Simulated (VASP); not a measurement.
# Run report: Co, workfunction calculation (part 2 of 2)

The same run, continued: Co (slab, 6 atoms in the cell); Kohn-Sham DFT of a periodic cell, PBE, VASP PAW PBE potentials, recommended, spin-polarised (VASP 6.6.1); cutoff 520 eV, 12×12×1 k-mesh, Gaussian smearing of 0.05 eV, collinear spins. The structure derives from a Materials Project entry. It belongs to a series of runs on one base structure; here: the (0 0 1) slab of Co, cut from the database cell, not relaxed.

Geometry of the input (Å; fractional positions):
```
2.4706  0.0000  0.0000
-1.2353  2.1396  0.0000
0.0000  0.0000  25.1103
Co 0.6667  0.3333  0.2987
Co 0.0000  0.0000  0.3792
Co 0.3333  0.6667  0.4597
Co 0.0000  0.0000  0.5403
Co 0.6667  0.3333  0.6208
Co 0.0000  0.0000  0.7013
```

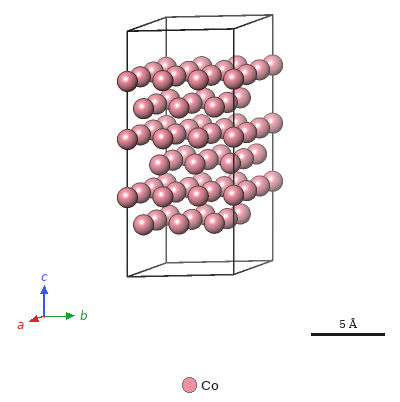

Figure 1. The structure (spheres-only view of the 3 × 3 repeat of the cell, with the vacuum cut short, seen slightly off an axis).

Parts of OUTCAR, continued
```
 k-point     2 :       0.0833    0.0000    0.0000
  band No.  band energies     occupation
      1      -6.0079      1.00000
      2      -5.3429      1.00000
      3      -4.3286      1.00000
      4      -3.2727      1.00000
      5      -2.6538      1.00000
      6      -2.5257      1.00000
      7      -0.5348      1.00000
      8      -0.4750      1.00000
      9      -0.3987      1.00000
     10      -0.2813      1.00000
     11      -0.2318      1.00000
     12      -0.1945      1.00000
     13      -0.0891      1.00000
     14      -0.0809      1.00000
     15      -0.0699      1.00000
     16       0.0081      1.00000
     17       0.0561      1.00000
     18       0.0749      1.00000
     19       0.1231      1.00000
     20       0.1731      1.00000
     21       0.2187      1.00000
     22       0.3126      1.00000
     23       0.3340      1.00000
     24       0.7116      1.00000
     25       0.7418      1.00000
     26       0.8918      1.00000
     27       0.9185      1.00000
     28       0.9898      1.00000
     29       1.1133      1.00000
     30       1.1799      1.00000
     31       1.4063      1.00000
     32       1.4422      1.00000
     33       1.5923      1.00000
     34       1.7405      1.00000
     35       1.9321      1.00000
     36       2.8291      0.00000
     37       3.4544      0.00000
     38       7.6163      0.00000

 k-point     3 :       0.1667    0.0000    0.0000
  band No.  band energies     occupation
      1      -5.3018      1.00000
      2      -4.6702      1.00000
      3      -3.7118      1.00000
      4      -2.7212      1.00000
      5      -2.1652      1.00000
      6      -2.1038      1.00000
      7      -0.8518      1.00000
      8      -0.7745      1.00000
      9      -0.6789      1.00000
     10      -0.5203      1.00000
     11      -0.4620      1.00000
     12      -0.3523      1.00000
     13      -0.1857      1.00000
     14      -0.1162      1.00000
     15      -0.0013      1.00000
     16       0.0869      1.00000
     17       0.1439      1.00000
     18       0.1883      1.00000
     19       0.1963      1.00000
     20       0.3097      1.00000
     21       0.3236      1.00000
     22       0.4244      1.00000
     23       0.4755      1.00000
     24       0.5374      1.00000
     25       0.5758      1.00000
     26       0.7309      1.00000
     27       0.8117      1.00000
     28       0.9090      1.00000
     29       1.1113      1.00000
     30       1.1658      1.00000
     31       1.4297      1.00000
     32       1.6104      1.00000
     33       1.7445      1.00000
     34       1.7731      1.00000
     35       2.6819      0.01213
     36       3.9359      0.00000
     37       4.8654      0.00000
     38       8.1773      0.00000

 k-point     4 :       0.2500    0.0000    0.0000
  band No.  band energies     occupation
      1      -4.2513      1.00000
      2      -3.7203      1.00000
      3      -2.9528      1.00000
      4      -2.2109      1.00000
      5      -1.7623      1.00000
      6      -1.7211      1.00000
      7      -1.2214      1.00000
      8      -1.1399      1.00000
      9      -0.8728      1.00000
     10      -0.7643      1.00000
     11      -0.6963      1.00000
     12      -0.3749      1.00000
     13      -0.2452      1.00000
     14      -0.1732      1.00000
     15      -0.0213      1.00000
     16       0.1058      1.00000
     17       0.1474      1.00000
     18       0.1809      1.00000
     19       0.2623      1.00000
     20       0.3064      1.00000
     21       0.5259      1.00000
     22       0.6732      1.00000
     23       0.7455      1.00000
     24       0.8345      1.00000
     25       0.8991      1.00000
     26       0.9704      1.00000
     27       1.0642      1.00000
     28       1.1211      1.00000
     29       1.2017      1.00000
     30       1.3709      1.00000
     31       1.4458      1.00000
     32       1.6342      1.00000
     33       1.8096      1.00000
     34       2.2475      1.00000
     35       3.5788      0.00000
     36       5.1899      0.00000
     37       6.4899      0.00000
     38       9.1818      0.00000

 k-point     5 :       0.3333    0.0000    0.0000
  band No.  band energies     occupation
      1      -3.1706      1.00000
      2      -2.8904      1.00000
      3      -2.5292      1.00000
      4      -2.1801      1.00000
      5      -1.8283      1.00000
      6      -1.7653      1.00000
      7      -1.5338      1.00000
      8      -1.3605      1.00000
      9      -1.1397      1.00000
     10      -0.8320      1.00000
     11      -0.6292      1.00000
     12      -0.3500      1.00000
     13      -0.1664      1.00000
     14      -0.0132      1.00000
     15       0.0018      1.00000
     16       0.1942      1.00000
     17       0.2309      1.00000
     18       0.4310      1.00000
     19       0.6031      1.00000
     20       0.6989      1.00000
     21       0.9267      1.00000
     22       0.9639      1.00000
     23       1.2284      1.00000
     24       1.2691      1.00000
     25       1.3922      1.00000
     26       1.3965      1.00000
     27       1.4252      1.00000
     28       1.4989      1.00000
     29       1.5597      1.00000
     30       1.6017      1.00000
     31       1.7153      1.00000
     32       1.7797      1.00000
     33       1.8564      1.00000
     34       2.9893      0.00000
     35       4.6502      0.00000
     36       6.5360      0.00000
     37       8.2790      0.00000
     38      10.2238      0.00000

 [... the levels of 13 k-points are left out ...]

 k-point    19 :       0.3333    0.3333    0.0000
  band No.  band energies     occupation
      1      -1.6539      1.00000
      2      -1.6176      1.00000
      3      -1.4956      1.00000
      4      -1.3990      1.00000
      5      -1.3834      1.00000
      6      -1.3239      1.00000
      7      -1.3143      1.00000
      8      -1.2245      1.00000
      9      -1.1733      1.00000
     10      -1.0019      1.00000
     11      -0.9986      1.00000
     12      -0.4330      1.00000
     13      -0.4298      1.00000
     14      -0.3859      1.00000
     15      -0.3156      1.00000
     16      -0.1029      1.00000
     17      -0.0182      1.00000
     18      -0.0081      1.00000
     19       0.0396      1.00000
     20       0.5527      1.00000
     21       0.6011      1.00000
     22       0.8150      1.00000
     23       0.9810      1.00000
     24       1.1353      1.00000
     25       1.3519      1.00000
     26       1.3943      1.00000
     27       1.6385      1.00000
     28       1.7170      1.00000
     29       1.7355      1.00000
     30       1.7533      1.00000
     31       7.5155      0.00000
     32       7.6757      0.00000
     33       7.9494      0.00000
     34       8.0789      0.00000
     35       8.2591      0.00000
     36       8.7161      0.00000
     37       8.7785      0.00000
     38       8.9758      0.00000
 Fermi energy:         2.6022110533

 spin component 2

 k-point     1 :       0.0000    0.0000    0.0000
  band No.  band energies     occupation
      1      -6.2313      1.00000
      2      -5.5491      1.00000
      3      -4.4912      1.00000
      4      -3.2643      1.00000
      5      -2.2574      1.00000
      6      -1.8258      1.00000
      7       0.9713      1.00000
      8       1.0461      1.00000
      9       1.2969      1.00000
     10       1.3334      1.00000
     11       1.5050      1.00000
     12       1.5050      1.00000
     13       1.5086      1.00000
     14       1.5086      1.00000
     15       1.5109      1.00000
     16       1.6455      1.00000
     17       1.6455      1.00000
     18       1.6947      1.00000
     19       1.6947      1.00000
     20       1.8131      1.00000
     21       1.8131      1.00000
     22       1.8904      1.00000
     23       1.8904      1.00000
     24       2.3656      1.00000
     25       2.6159      0.34894
     26       2.7332      0.00011
     27       2.7332      0.00011
     28       2.8959      0.00000
     29       2.8959      0.00000
     30       3.0811      0.00000
     31       3.0811      0.00000
     32       3.3496      0.00000
     33       3.3496      0.00000
     34       3.5335      0.00000
     35       3.5335      0.00000
     36       3.6668      0.00000
     37       3.6668      0.00000
     38       7.2531      0.00000

 k-point     2 :       0.0833    0.0000    0.0000
  band No.  band energies     occupation
      1      -5.9847      1.00000
      2      -5.3096      1.00000
      3      -4.2623      1.00000
      4      -3.0460      1.00000
      5      -2.0486      1.00000
      6      -1.6374      1.00000
      7       0.8320      1.00000
      8       0.9300      1.00000
      9       1.1502      1.00000
     10       1.2171      1.00000
     11       1.3506      1.00000
     12       1.4163      1.00000
     13       1.5122      1.00000
     14       1.6039      1.00000
     15       1.6059      1.00000
     16       1.6241      1.00000
     17       1.6714      1.00000
     18       1.7561      1.00000
     19       1.7620      1.00000
     20       1.7914      1.00000
     21       1.8505      1.00000
     22       1.9266      1.00000
     23       1.9994      1.00000
     24       2.1615      1.00000
     25       2.2008      1.00000
     26       2.6529      0.07575
     27       2.6664      0.03471
     28       2.8639      0.00000
     29       2.8964      0.00000
     30       3.0797      0.00000
     31       3.1902      0.00000
     32       3.3470      0.00000
     33       3.5476      0.00000
     34       3.5619      0.00000
     35       3.6829      0.00000
     36       4.0113      0.00000
     37       4.3997      0.00000
     38       7.4869      0.00000

 k-point     3 :       0.1667    0.0000    0.0000
  band No.  band energies     occupation
      1      -5.2693      1.00000
      2      -4.6208      1.00000
      3      -3.6159      1.00000
      4      -2.4485      1.00000
      5      -1.4885      1.00000
      6      -1.1401      1.00000
      7       0.4895      1.00000
      8       0.5508      1.00000
      9       0.8218      1.00000
     10       0.9853      1.00000
     11       1.0360      1.00000
     12       1.1845      1.00000
     13       1.3400      1.00000
     14       1.4422      1.00000
     15       1.4702      1.00000
     16       1.7214      1.00000
     17       1.7907      1.00000
     18       1.8249      1.00000
     19       1.9229      1.00000
     20       1.9812      1.00000
     21       2.0252      1.00000
     22       2.0800      1.00000
     23       2.1054      1.00000
     24       2.2189      1.00000
     25       2.2995      1.00000
     26       2.5579      0.89518
     27       2.5777      0.75597
     28       2.8233      0.00000
     29       2.9473      0.00000
     30       3.0690      0.00000
     31       3.3413      0.00000
     32       3.4347      0.00000
     33       3.5726      0.00000
     34       3.7202      0.00000
     35       4.0861      0.00000
     36       4.9373      0.00000
     37       5.6825      0.00000
     38       9.6130      0.00000

 k-point     4 :       0.2500    0.0000    0.0000
  band No.  band energies     occupation
      1      -4.1715      1.00000
      2      -3.5906      1.00000
      3      -2.7059      1.00000
      4      -1.7062      1.00000
      5      -0.8743      1.00000
      6      -0.6194      1.00000
      7       0.0499      1.00000
      8       0.2381      1.00000
      9       0.5350      1.00000
     10       0.6468      1.00000
     11       0.7176      1.00000
     12       1.0609      1.00000
     13       1.1792      1.00000
     14       1.2930      1.00000
     15       1.3965      1.00000
     16       1.6596      1.00000
     17       1.6948      1.00000
     18       1.8758      1.00000
     19       1.8873      1.00000
     20       2.0778      1.00000
     21       2.3133      1.00000
     22       2.4479      0.99999
     23       2.4901      0.99924
     24       2.6127      0.38300
     25       2.6612      0.04773
     26       2.7575      0.00001
     27       2.8620      0.00000
     28       2.9894      0.00000
     29       3.1089      0.00000
     30       3.1454      0.00000
     31       3.3611      0.00000
     32       3.5940      0.00000
     33       3.7580      0.00000
     34       3.7867      0.00000
     35       4.7683      0.00000
     36       6.0341      0.00000
     37       7.1640      0.00000
     38       9.3190      0.00000

 k-point     5 :       0.3333    0.0000    0.0000
  band No.  band energies     occupation
      1      -2.8947      1.00000
      2      -2.4755      1.00000
      3      -1.8828      1.00000
      4      -1.2699      1.00000
      5      -0.7270      1.00000
      6      -0.5526      1.00000
      7      -0.2369      1.00000
      8      -0.0330      1.00000
      9       0.2244      1.00000
     10       0.4825      1.00000
     11       0.6217      1.00000
     12       1.2006      1.00000
     13       1.2982      1.00000
     14       1.4676      1.00000
     15       1.6290      1.00000
     16       1.7374      1.00000
     17       1.7381      1.00000
     18       1.8967      1.00000
     19       2.0170      1.00000
     20       2.1045      1.00000
     21       2.4050      1.00000
     22       2.8177      0.00000
     23       3.0189      0.00000
     24       3.0994      0.00000
     25       3.1166      0.00000
     26       3.2493      0.00000
     27       3.3067      0.00000
     28       3.3815      0.00000
     29       3.3857      0.00000
     30       3.4574      0.00000
     31       3.5179      0.00000
     32       3.6477      0.00000
     33       3.7905      0.00000
     34       4.2206      0.00000
     35       5.5547      0.00000
     36       7.2111      0.00000
     37       8.8024      0.00000
     38      10.4613      0.00000

 [... the levels of 13 k-points are left out ...]

 k-point    19 :       0.3333    0.3333    0.0000
  band No.  band energies     occupation
      1      -0.2934      1.00000
      2      -0.2671      1.00000
      3      -0.2659      1.00000
      4      -0.2240      1.00000
      5      -0.1961      1.00000
      6      -0.1362      1.00000
      7      -0.1134      1.00000
      8      -0.0881      1.00000
      9      -0.0436      1.00000
     10       0.2589      1.00000
     11       0.3517      1.00000
     12       0.8492      1.00000
     13       0.8875      1.00000
     14       0.9280      1.00000
     15       1.0642      1.00000
     16       1.3869      1.00000
     17       1.4111      1.00000
     18       1.5593      1.00000
     19       1.5821      1.00000
     20       2.2936      1.00000
     21       2.3459      1.00000
     22       2.7579      0.00001
     23       2.8826      0.00000
     24       3.0648      0.00000
     25       3.3418      0.00000
     26       3.3695      0.00000
     27       3.4808      0.00000
     28       3.5641      0.00000
     29       3.5658      0.00000
     30       3.5928      0.00000
     31       8.3143      0.00000
     32       8.4631      0.00000
     33       8.7149      0.00000
     34       8.8349      0.00000
     35       8.9604      0.00000
     36       9.3884      0.00000
     37       9.3991      0.00000
     38       9.6697      0.00000

------------------------ aborting loop because EDIFF is reached ----------------------------------------

  FORCE on cell =-STRESS in cart. coord.  units (eV):
  Direction    XX          YY          ZZ          XY          YZ          ZX
  --------------------------------------------------------------------------------------
  -------------------------------------------------------------------------------------
  Total        0.1092181      0.1092181     -0.8838670      0.0000000      0.0000000     -0.0000000
  in kB        1.3183519      1.3183519    -10.6689984      0.0000000      0.0000000     -0.0000000
  external PRESSURE =      -2.6774315 kB  Pullay stress =       0.0000000 kB

 VOLUME and BASIS-vectors are now :
 -----------------------------------------------------------------------------
  energy-cutoff  :      520.00
  volume of cell :      132.73
      direct lattice vectors                 reciprocal lattice vectors
     2.470561781  0.000000000  0.000000000     0.404766239  0.233691897  0.000000000
    -1.235280890  2.139569264  0.000000000     0.000000000  0.467383794  0.000000000
     0.000000000  0.000000000 25.110292250     0.000000000  0.000000000  0.039824308

 POSITION                                       TOTAL-FORCE (eV/Angst)
 -----------------------------------------------------------------------------------
      1.23528      0.71319      7.50000         0.000000      0.000000      0.267578
      0.00000      0.00000      9.52206        -0.000000      0.000000     -0.404851
      0.00000      1.42638     11.54412        -0.000000      0.000000      0.208513
      0.00000      0.00000     13.56618        -0.000000     -0.000000     -0.211338
      1.23528      0.71319     15.58823        -0.000000     -0.000000      0.508604
      0.00000      0.00000     17.61029        -0.000000      0.000000     -0.368506
 -----------------------------------------------------------------------------------
    total drift:                                0.000000      0.000000      0.000304

  FREE ENERGIE OF THE ION-ELECTRON SYSTEM (eV)
  ---------------------------------------------------
  free  energy   TOTEN  =       -40.7535443031 eV

  energy  without entropy=      -40.7462712202  energy(sigma->0) =      -40.74990776

 vacuum level on the upper side and lower side of the slab         7.566         7.616

 total charge

# of ion       s       p       d       tot
------------------------------------------
    1        0.487   0.413   7.232   8.132
    2        0.494   0.536   7.268   8.298
    3        0.495   0.536   7.268   8.300
    4        0.497   0.535   7.272   8.304
    5        0.494   0.534   7.268   8.296
    6        0.484   0.410   7.241   8.136
--------------------------------------------------
tot          2.952   2.964  43.550  49.466

 magnetization (x)

# of ion       s       p       d       tot
------------------------------------------
    1       -0.011  -0.038   1.813   1.764
    2       -0.013  -0.049   1.752   1.691
    3       -0.013  -0.050   1.720   1.657
    4       -0.013  -0.048   1.710   1.648
    5       -0.013  -0.050   1.749   1.686
    6       -0.012  -0.042   1.779   1.726
--------------------------------------------------
tot         -0.075  -0.277  10.522  10.171
```

CONTCAR
```
Co
   1.00000000000000
     2.4705617808999998    0.0000000000000000    0.0000000000000000
    -1.2352808904000001    2.1395692638999999    0.0000000000000000
     0.0000000000000000    0.0000000000000000   25.1102922500000005
  Co
     6
Direct
     0.6666666699999979    0.3333333400000029    0.2986823063000017
     0.0000000000000000    0.0000000000000000    0.3792093838000028
     0.3333333300000021    0.6666666599999971    0.4597364612999968
     0.0000000000000000    0.0000000000000000    0.5402635387000032
     0.6666666699999979    0.3333333400000029    0.6207906161999972
     0.0000000000000000    0.0000000000000000    0.7013176936999983

  0.00000000E+00  0.00000000E+00  0.00000000E+00
  0.00000000E+00  0.00000000E+00  0.00000000E+00
  0.00000000E+00  0.00000000E+00  0.00000000E+00
  0.00000000E+00  0.00000000E+00  0.00000000E+00
  0.00000000E+00  0.00000000E+00  0.00000000E+00
  0.00000000E+00  0.00000000E+00  0.00000000E+00
```

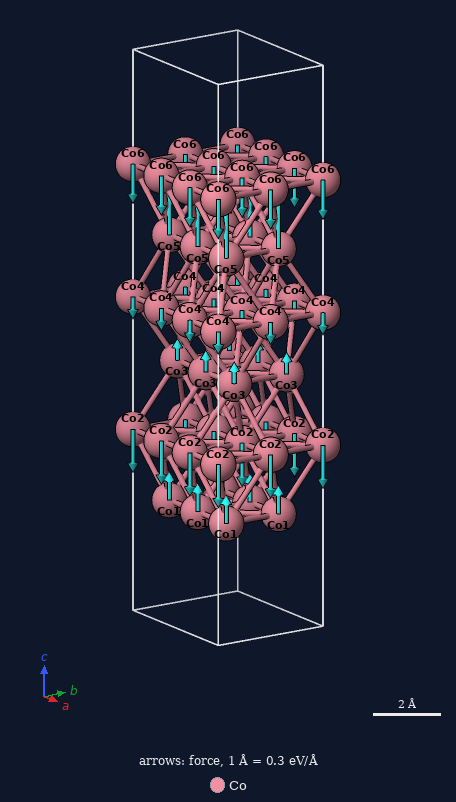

Figure 2. Forces on the atoms as teal arrows (ball-and-stick view of the 3 × 2 repeat of the cell, with the vacuum cut short, seen slightly off an axis; atoms are numbered from 1 in the order of the input). The largest act on Co5 (0.51 eV/Å); Co2 (0.40 eV/Å); Co6 (0.37 eV/Å); Co1 (0.27 eV/Å), among others. The geometry is not a stationary point of this energy.
